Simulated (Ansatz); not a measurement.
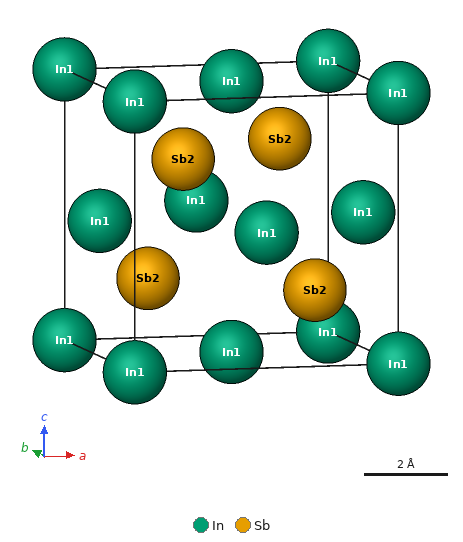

**Figure 1.** The input geometry of run 1 (spheres-only view of the cell 4 times as large as that of the calculation, set on its symmetry axes, seen slightly off an axis; atoms are numbered from 1 in the order of the input). An atom can appear more than once, as a periodic image.

# InSb: a changed input and its effect

System: InSb (F-43m, 2 atoms in the cell).
Method of run 1: DFT PBEsol, scalar-relativistic, plane waves, PAW, no spin polarisation (Ansatz 0.2.0).

The structure derives from an entry of the Crystallography Open Database. Text and figures count atoms from 1; the logs count them from 0 in places.

## The input, run 1
```yaml
crystal:
  lattice:
    - [0.0, 3.2922076824, 3.2922076824]
    - [3.2922076824, 0.0, 3.2922076824]
    - [3.2922076824, 3.2922076824, 0.0]
  atoms:
    - { symbol: In, position: [0.0, 0.0, 0.0] }
    - { symbol: Sb, position: [0.25, 0.25, 0.25] }
basis:
  ecutwfc: 420
kpoints:
  mp_grid: { grid: [12, 12, 12] }
hamiltonian:
  xc: pbesol
scf:
  occupations: { method: gaussian, width: 0.1 }
output:
  forces: true
  stress: true
  eigenvalues: true
```

Launched with:
```bash
ansatz run input.yaml --threads 1 --pin off --max-ram 2560MiB --backend cpu --events-out ev --progress --plain --runs-dir out
```

Hardware: 1 thread of Intel Xeon @ 2.50GHz (Skylake/Cascade Lake), 189 GiB of memory available, shared host.

## Output, shortened to warnings, some set-up lines, iterations and results (run 1)
```
Basis set: ecut = 420 eV, 1411 PW (Γ), exchange–correlation on 64×64×64 points (8 copies of the dense FFT grid, shifted against one another)
Symmetry: 24 space group operations
k-points: 72 of 1728 (time reversal used)
Initial density: superposition of atomic densities (neutral atoms: chi_scale 0, normalization atom), corrected by the library's trained network
[...]
SCF iter   1: F=—  HF=-11933.647367 eV  |F-HF|=—  |Δ(HF+E_count)|=         —  Δρ=3.41e-3  dr2=1.30e-2  ethr=1.77e-3  ⟨swp⟩=6.1  Hψ=6631  notcnv=0
SCF iter   2: F=—  HF=-11933.641530 eV  |F-HF|=—  |Δ(HF+E_count)|=   5.84e-3  Δρ=1.18e-3  dr2=8.60e-4  ethr=4.63e-5  ⟨swp⟩=2.9  Hψ=2827  notcnv=0
SCF iter   3: F=—  HF=-11933.641731 eV  |F-HF|=—  |Δ(HF+E_count)|=   2.01e-4  Δρ=4.25e-4  dr2=1.39e-4  ethr=3.07e-6  ⟨swp⟩=2.0  Hψ=1945  notcnv=0
SCF iter   4: F=—  HF=-11933.641777 eV  |F-HF|=—  |Δ(HF+E_count)|=   4.60e-5  Δρ=1.70e-4  dr2=1.56e-5  ethr=4.95e-7  ⟨swp⟩=2.0  Hψ=1945  notcnv=0
SCF iter   5: F=—  HF=-11933.641801 eV  |F-HF|=—  |Δ(HF+E_count)|=   2.41e-5  Δρ=1.84e-5  dr2=1.60e-7  ethr=5.56e-8  ⟨swp⟩=2.0  Hψ=1585  notcnv=0
SCF iter   6: F=-11933.641801 eV  HF=-11933.641801 eV  |F-HF|=3.72e-9  |Δ(HF+E_count)|=   8.52e-8  Δρ=5.18e-6  dr2=1.32e-8  ethr=3.57e-10  ⟨swp⟩=7.0  Hψ=6151  notcnv=0
SCF 1 converged in 6 iterations: F = -11933.641801 eV  dr2 = 1.32e-8
SCF converged after 6 iterations
Free energy (F): -11933.641801 eV
Harris-Foulkes:  -11933.641801 eV  (|F-HF|=3.72e-9)
Internal energy: -11933.641649 eV  (E = F + TS)
E sigma→0 (E₀):  -11933.641725 eV
Entropy (-TS):   -0.000151 eV (-0.076 meV/atom)
Fermi energy:    6.694071 eV
--- Per-component energies (eV) ---
  E_band       = -277.903457
  E_kinetic    = 450.184464
  E_local      = -3263.653291  (includes V_loc(G=0)·N_el)
  E_nonlocal   = 732.860860
  E_hartree    = 1398.466564
  E_xc         = -350.222800
  E_vxc        = -195.575408  (∫ρ·V_xc dr)
  E_paw        = -8584.585998  (= ΣΔE_a)
  E_vpaw       = -798.647578  (= ΣTr[D̂ρ^β])
  E_aug_tail   = 0.000024  (compensation charges beyond the density's cutoff)
  E_ewald      = -2317.259231
  E_core_change = 0.567760  (= ΣΔE_core)
  E_smearing   = -0.000151  (= −TS)
  E_closure    = 0.000000  (closes the sum)
  Σ components = -11933.641801   (vs F -11933.641801, Δ=0.00e0)
--- Forces (eV/Å), atoms counted from 1 ---
  atom   1  In     0.00000000    -0.00000000    -0.00000000
  atom   2  Sb    -0.00000000     0.00000000    -0.00000000
  max |Σ_I F_I| component: 1.02e-16 eV/Å
--- Stress (GPa, compression-positive) ---
       -1.194409       0.000000       0.000000
        0.000000      -1.194409       0.000000
       -0.000000       0.000000      -1.194409
  P = ⅓ Tr σ = -1.1944 GPa (-11.944 kbar)
```

For run 2 the input was changed thus:
```diff
-    - [0.0, 3.2922076824, 3.2922076824]
-    - [3.2922076824, 0.0, 3.2922076824]
-    - [3.2922076824, 3.2922076824, 0.0]
+    - [0.0, 3.2391, 3.2391]
+    - [3.2391, 0.0, 3.2391]
+    - [3.2391, 3.2391, 0.0]
-  mp_grid: { grid: [12, 12, 12] }
+  mp_grid: { grid: [6, 6, 6] }
```

How does run 2 compare with run 1?

With the same functional and potentials, run 2 lies 9.3 meV per atom higher (other lines of the input change too). The pressure goes from −1.19 to 0.92 GPa. The volume per atom goes from 35.68 to 33.98 Å³. The number of SCF iterations is the same. The irreducible k-points go from 72 to 16. The plane waves at Γ go from 1411 to 1363. On the same kind of shared host run 2 took about 0.26 times as long.

## Output, shortened to warnings, some set-up lines, iterations and results (run 2)
```
Basis set: ecut = 420 eV, 1363 PW (Γ), exchange–correlation on 64×64×64 points (8 copies of the dense FFT grid, shifted against one another)
Symmetry: 24 space group operations
k-points: 16 of 216 (time reversal used)
Initial density: superposition of atomic densities (neutral atoms: chi_scale 0, normalization atom), corrected by the library's trained network
[...]
SCF iter   1: F=—  HF=-11933.628290 eV  |F-HF|=—  |Δ(HF+E_count)|=         —  Δρ=3.22e-3  dr2=1.06e-2  ethr=1.77e-3  ⟨swp⟩=6.0  Hψ=1469  notcnv=0
SCF iter   2: F=—  HF=-11933.622902 eV  |F-HF|=—  |Δ(HF+E_count)|=   5.39e-3  Δρ=1.23e-3  dr2=7.38e-4  ethr=3.78e-5  ⟨swp⟩=2.2  Hψ=528  notcnv=0
SCF iter   3: F=—  HF=-11933.623080 eV  |F-HF|=—  |Δ(HF+E_count)|=   1.78e-4  Δρ=4.02e-4  dr2=1.04e-4  ethr=2.63e-6  ⟨swp⟩=2.0  Hψ=433  notcnv=0
SCF iter   4: F=—  HF=-11933.623106 eV  |F-HF|=—  |Δ(HF+E_count)|=   2.61e-5  Δρ=1.67e-4  dr2=1.37e-5  ethr=3.70e-7  ⟨swp⟩=2.1  Hψ=432  notcnv=0
SCF iter   5: F=—  HF=-11933.623124 eV  |F-HF|=—  |Δ(HF+E_count)|=   1.83e-5  Δρ=3.87e-5  dr2=6.68e-7  ethr=4.89e-8  ⟨swp⟩=3.0  Hψ=433  notcnv=0
SCF iter   6: F=-11933.623124 eV  HF=-11933.623124 eV  |F-HF|=9.99e-9  |Δ(HF+E_count)|=   2.00e-8  Δρ=9.59e-6  dr2=4.79e-8  ethr=3.57e-10  ⟨swp⟩=7.1  Hψ=1471  notcnv=0
SCF 1 converged in 6 iterations: F = -11933.623124 eV  dr2 = 4.79e-8
SCF converged after 6 iterations
Free energy (F): -11933.623124 eV
Harris-Foulkes:  -11933.623124 eV  (|F-HF|=9.99e-9)
Internal energy: -11933.622410 eV  (E = F + TS)
E sigma→0 (E₀):  -11933.622767 eV
Entropy (-TS):   -0.000714 eV (-0.357 meV/atom)
Fermi energy:    7.279932 eV
--- Per-component energies (eV) ---
  E_band       = -263.418040
  E_kinetic    = 451.598698
  E_local      = -3203.264376  (includes V_loc(G=0)·N_el)
  E_nonlocal   = 733.110270
  E_hartree    = 1375.373728
  E_xc         = -350.838876
  E_vxc        = -196.410264  (∫ρ·V_xc dr)
  E_paw        = -8584.917053  (= ΣΔE_a)
  E_vpaw       = -799.212733  (= ΣTr[D̂ρ^β])
  E_aug_tail   = 0.000023  (compensation charges beyond the density's cutoff)
  E_ewald      = -2355.252583
  E_core_change = 0.567760  (= ΣΔE_core)
  E_smearing   = -0.000714  (= −TS)
  E_closure    = -0.000000  (closes the sum)
  Σ components = -11933.623124   (vs F -11933.623124, Δ=0.00e0)
--- Forces (eV/Å), atoms counted from 1 ---
  atom   1  In     0.00000000     0.00000000     0.00000000
  atom   2  Sb    -0.00000000     0.00000000    -0.00000000
  max |Σ_I F_I| component: 3.70e-17 eV/Å
--- Stress (GPa, compression-positive) ---
        0.919102       0.000000      -0.000000
       -0.000000       0.919102       0.000000
        0.000000       0.000000       0.919102
  P = ⅓ Tr σ = 0.9191 GPa (9.191 kbar)
```

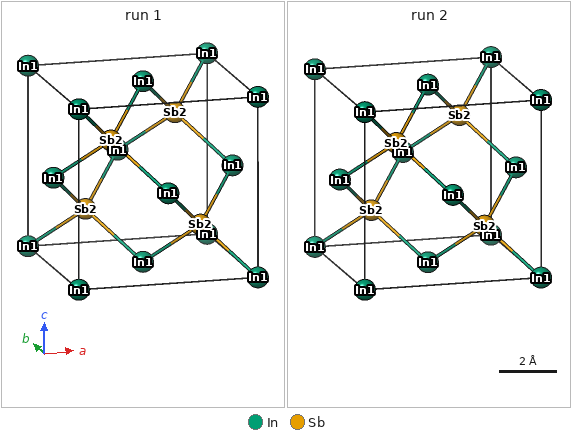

**Figure 2.** The two input geometries at one scale (ball-and-stick view of the cell 4 times as large as that of the calculation, set on its symmetry axes, seen slightly off an axis). The atoms keep their places relative to the cell (all moves are under 0.005 Å). Cell: a = b = c 6.584 → 6.478 Å (−1.6 %). Volume −4.8 %. Among the contacts that change: In1–Sb2 2.851 → 2.805 Å.

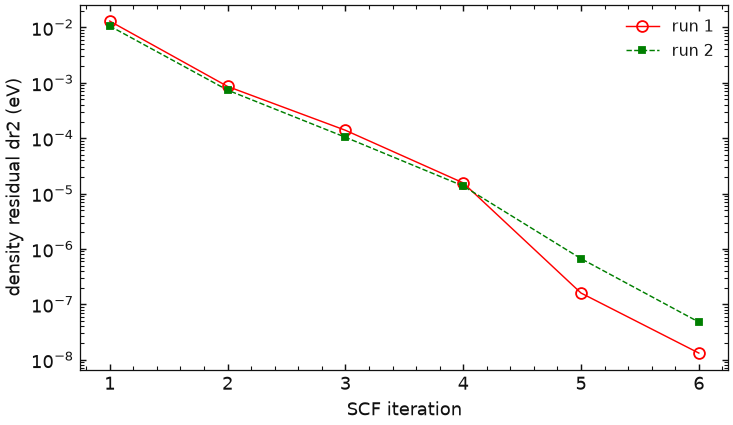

**Figure 3.** Convergence of the two runs: density residual dr2 against the SCF iteration. Run 1 takes 6 iterations in all, and run 2 takes 6.

## The two runs side by side

| quantity | run 1 | run 2 |
| --- | --- | --- |
| outcome | converged | converged |
| free energy per atom (eV) | −5966.8209 | −5966.8116 |
| gap on the mesh (eV) | 0.00 | 0.00 |
| pressure (GPa) | −1.19 | 0.92 |
| volume per atom (Å³) | 35.68 | 33.98 |
| largest force (eV/Å) | 0.000 | 0.000 |
| SCF iterations | 6 | 6 |
| irreducible k-points | 72 | 16 |
| plane waves at Γ | 1411 | 1363 |
| wall time (shared host) | 14 s | 3.6 s |
